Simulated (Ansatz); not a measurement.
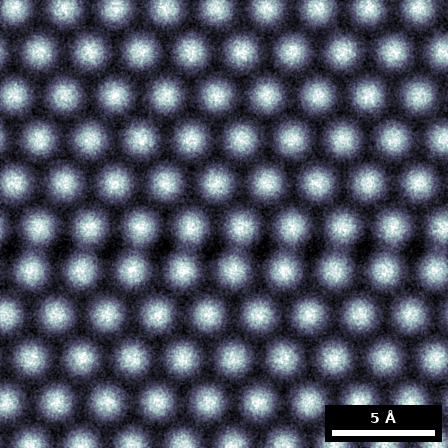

Integrated-DPC-like image of Al (Fd-3m, No. 227) along [111]. Simulated as the projected potential of neutral atoms (B = 0.3 Å²) blurred by a 1.22 Å probe, the thin-sample limit of integrated differential phase contrast. Shot noise was added.

One planar defect was built into the perfect crystal by geometry alone, without relaxation. Host structure: the geometry relaxed with DFT, revPBE, plane waves (420 eV) with PAW, scalar-relativistic in Ansatz 0.2.0; the starting structure was generated, so it need not be a known form of this composition.

### Where does the periodic pattern break, and how?

A planar fault (a stacking fault) runs horizontally about 12 Å below the top edge. The part above it is shifted along the boundary by 2/3 of the 2.48 Å repeat of the rows (1.7 Å to the right, the same as 0.8 Å to the left); both parts keep the same orientation.
